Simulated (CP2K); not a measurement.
**Run report: NaH, single-point calculation**

System: NaH (P6₃/mmc, 4 atoms in the cell).
Method: DFT, PBE, Gaussian and plane waves, basis DZVP-MOLOPT-SR-GTH, GTH potentials (CP2K 2026.2).

The structure was built on a prototype by a generator. The geometry comes from this level: r2SCAN (a point of a series of volumes). It belongs to a series of runs on one base structure; here: volume +6%.

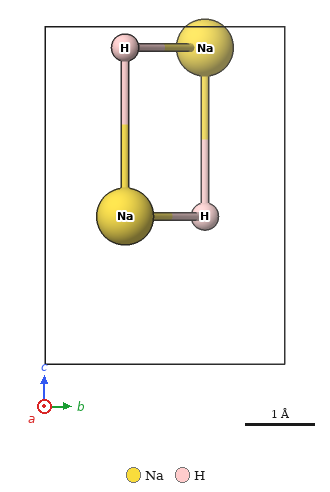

**Figure 1.** The structure (ball-and-stick view of the cell of the calculation, along the a axis).

Results in brief:

```json
{"quantity": "outcome", "value": "converged"}
{"quantity": "space group (tolerance 0.01 Å)", "value": "P6₃/mmc (194)"}
{"quantity": "free energy", "value": "−2634.1056 eV"}
{"quantity": "pressure", "value": "−1.45 GPa"}
{"quantity": "largest force (length of the vector)", "value": "0.117 eV/Å"}
{"quantity": "hardware", "value": "2 threads of Arm Neoverse V1, 24 GiB of memory available, shared host"}
{"quantity": "wall time", "value": "11 s (CPU time 19 s)"}
{"quantity": "peak memory", "value": "0.38 GiB"}
```

Input file:
```
&GLOBAL
 PROJECT run
 RUN_TYPE ENERGY_FORCE
 PRINT_LEVEL LOW
&END GLOBAL
&FORCE_EVAL
 METHOD QS
 STRESS_TENSOR ANALYTICAL
 &DFT
  BASIS_SET_FILE_NAME BASIS_MOLOPT
  POTENTIAL_FILE_NAME GTH_POTENTIALS
  &QS
   EXTRAPOLATION USE_GUESS
  &END QS
  &MGRID
   CUTOFF 700
   REL_CUTOFF 50
  &END MGRID
  &XC
   &XC_FUNCTIONAL PBE
   &END XC_FUNCTIONAL
  &END XC
  &KPOINTS
   SCHEME MONKHORST-PACK 5 5 5
   SYMMETRY F
   FULL_GRID F
  &END KPOINTS
  &SCF
   ADDED_MOS 10
   EPS_SCF 1e-6
   MAX_SCF 80
   &DIAGONALIZATION
   &END DIAGONALIZATION
   &MIXING
    METHOD BROYDEN_MIXING
    ALPHA 0.3
   &END MIXING
   &SMEAR
    METHOD FERMI_DIRAC
    ELECTRONIC_TEMPERATURE [K] 232
   &END SMEAR
   &PRINT
    &ITERATION_INFO
    &END ITERATION_INFO
   &END PRINT
  &END SCF
 &END DFT
 &SUBSYS
  &CELL
   A 4.03081654 0.00000000 0.00000000
   B -2.01540827 3.49078953 0.00000000
   C -0.00000000 -0.00000000 4.92298875
  &END CELL
  &COORD
   SCALED
   Na 0.33333333 0.66666667 -0.06249968
   Na 0.66666667 0.33333333 0.43750032
   H 0.33333333 0.66666667 0.43749968
   H 0.66666667 0.33333333 0.93749968
  &END COORD
  &KIND Na
   BASIS_SET DZVP-MOLOPT-SR-GTH
   POTENTIAL GTH-PBE
  &END KIND
  &KIND H
   BASIS_SET DZVP-MOLOPT-SR-GTH
   POTENTIAL GTH-PBE
  &END KIND
 &END SUBSYS
 &PRINT
  &STRESS_TENSOR
  &END STRESS_TENSOR
  &FORCES
  &END FORCES
 &END PRINT
&END FORCE_EVAL
```

Launched with:
```bash
cp2k.psmp -i run.inp
```

Log:
```
srkhr_

 CP2K| version string:                                       CP2K version 2026.2
 CP2K|            -lib tblite libvori libbqb
 CP2K| Input file name                                                   run.inp

 GLOBAL| Force Environment number                                              1
 GLOBAL| Cholesky decomposition library                                ScaLAPACK
 GLOBAL| Direct generalized diagonalization requested                          F
 GLOBAL| Matrix multiplication library                                 ScaLAPACK

 GENERATE|  Preliminary Number of Bonds generated:                             0
 GENERATE|  Achieved consistency in connectivity generation.

 *******************************************************************************
 *******************************************************************************
 **                                                                           **
 **     #####                         ##              ##                      **
 **    ##   ##            ##          ##              ##                      **
 **   ##     ##                       ##            ######                    **
 **   ##     ##  ##   ##  ##   #####  ##  ##   ####   ##    #####    #####    **
 **   ##     ##  ##   ##  ##  ##      ## ##   ##      ##   ##   ##  ##   ##   **
 **   ##  ## ##  ##   ##  ##  ##      ####     ###    ##   ######   ######    **
 **    ##  ###   ##   ##  ##  ##      ## ##      ##   ##   ##       ##        **
 **     #######   #####   ##   #####  ##  ##  ####    ##    #####   ##        **
 **           ##                                                    ##        **
 **                                                                           **
 **                                                ... make the atoms dance   **
 **                                                                           **
 **                      J. Chem. Phys. 152, 194103 (2020)                    **
 **                                                                           **
 *******************************************************************************

 TOTAL NUMBERS AND MAXIMUM NUMBERS

  Total number of            - Atomic kinds:                                   2
                             - Atoms:                                          4
                             - Shell sets:                                     4
                             - Shells:                                        16
                             - Primitive Cartesian functions:                 24
                             - Cartesian basis functions:                     28
                             - Spherical basis functions:                     28

  Maximum angular momentum of- Orbital basis functions:                        1
                             - Local part of the GTH pseudopotential:          2
                             - Non-local part of the GTH pseudopotential:      1

 SCF PARAMETERS         Density guess:                                    ATOMIC
                        --------------------------------------------------------
                        max_scf:                                              80
                        max_scf_history:                                       0
                        max_diis:                                              4
                        --------------------------------------------------------
                        eps_scf:                                        1.00E-06
                        eps_scf_history:                                0.00E+00
                        eps_diis:                                       1.00E-01
                        eps_eigval:                                     1.00E-05
                        --------------------------------------------------------
                        level_shift [a.u.]:                             0.000000
                        added MOs                                        10    0
                        --------------------------------------------------------
                        Mixing method:                            BROYDEN_MIXING
                                                charge density mixing in g-space
                        --------------------------------------------------------
                        Smear method:                                FERMI_DIRAC
                        Electronic temperature [K]:                        232.0
                        Electronic temperature [a.u.]:                  7.35E-04
                        Accuracy threshold:                             1.00E-10
                        --------------------------------------------------------
                        No outer SCF

 Extrapolation method: initial_guess

 Number of electrons:                                                         20
 Number of occupied orbitals:                                                 10
 Number of molecular orbitals:                                                20

 Number of orbital functions:                                                 28
 Number of independent orbital functions:                                     28

 SCF WAVEFUNCTION OPTIMIZATION

  ------------------------------------------------------------------------------
     1 NoMix/Diag. 0.30E+00    0.6     0.78667273       -96.6162376025 -9.66E+01
     2 Broy./Diag. 0.30E+00    0.8     0.01218856       -96.2702652084  3.46E-01
     3 Broy./Diag. 0.30E+00    0.8     0.02300216       -96.7507189757 -4.80E-01
     4 Broy./Diag. 0.30E+00    0.8     0.00292970       -96.8488479748 -9.81E-02
     5 Broy./Diag. 0.30E+00    0.8     0.00140783       -96.8104193477  3.84E-02
     6 Broy./Diag. 0.30E+00    0.8     0.00020149       -96.8015084473  8.91E-03
     7 Broy./Diag. 0.30E+00    0.8     0.00007942       -96.8010390586  4.69E-04
     8 Broy./Diag. 0.30E+00    0.8     0.00004908       -96.8013758630 -3.37E-04
     9 Broy./Diag. 0.30E+00    0.8     0.00000289       -96.8015804376 -2.05E-04
    10 Broy./Diag. 0.30E+00    0.8     0.00000170       -96.8015898782 -9.44E-06
    11 Broy./Diag. 0.30E+00    0.8     0.00000010       -96.8015991854 -9.31E-06

  *** SCF run converged in    11 steps ***

  Electronic density on regular grids:        -19.9999999115        0.0000000885
  Core density on regular grids:               19.9999999998       -0.0000000002
  Total charge density on r-space grids:        0.0000000882
  Total charge density g-space grids:           0.0000000882

  Overlap energy of the core charge distribution:               0.00000000000000
  Self energy of the core charge distribution:               -256.70626051422914
  Core Hamiltonian energy:                                     69.69176081688904
  Hartree energy:                                             105.30065507311373
  Exchange-correlation energy:                                -15.08775456121253
  Electronic entropic energy:                                  -0.00000000000000
  Fermi energy:                                                 0.06953498472436

  Total energy:                                               -96.80159918543892
  Total energy (extrapolated to T->0):                        -96.80159918543892

 ENERGY| Total FORCE_EVAL ( QS ) energy [hartree]            -96.801596024018082

 FORCES| Atomic forces [hartree/bohr]
 FORCES|   Atom     x               y               z               |f|
 FORCES|      1 -6.81899887E-05  3.93357969E-05  2.27837950E-03   2.27973910E-03
 FORCES|      2  6.75320813E-05 -3.89565942E-05  2.25422791E-03   2.25557569E-03
 FORCES|      3  1.12341186E-06 -6.43890293E-07 -3.27706976E-08   1.29526940E-06
 FORCES|      4 -1.12343725E-06  6.43904929E-07  5.40714582E-08   1.29601255E-06
 FORCES| Sum    -6.57932742E-07  3.79217313E-07  4.53262872E-03
 FORCES| Total atomic force                                       4.53262878E-03

 STRESS| Analytical stress tensor [bar]
 STRESS|                        x                   y                   z
 STRESS|      x       -2.33463321307E+04  -4.10569588608E+02  -2.55531715452E-06
 STRESS|      y       -4.10569588608E+02  -2.38204747256E+04   1.25413415479E-06
 STRESS|      z       -2.55531715452E-06   1.25413415479E-06   3.78028755213E+03
 STRESS| 1/3 Trace                                            -1.44621731014E+04
 STRESS| Determinant                                           2.10165898114E+12

 STRESS| Eigenvectors and eigenvalues of the analytical stress tensor [bar]
 STRESS|                        1                   2                   3
 STRESS| Eigenvalues  -2.40575027713E+04  -2.31093040850E+04   3.78028755213E+03
 STRESS|      x           0.499977192152      0.866038571501     -0.000000000095
 STRESS|      y           0.866038571501     -0.499977192152      0.000000000047
 STRESS|      z           0.000000000007      0.000000000106      1.000000000000
```

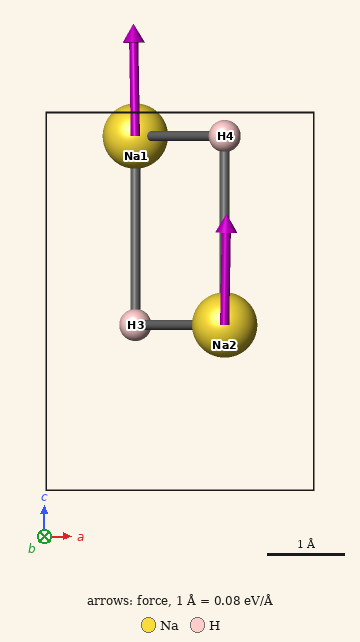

**Figure 2.** Forces on the atoms as pink arrows (ball-and-stick view of the cell of the calculation, along the b axis; atoms are numbered from 1 in the order of the input). The largest act on Na1, Na2 (0.12 eV/Å). The geometry is not a stationary point of this energy.
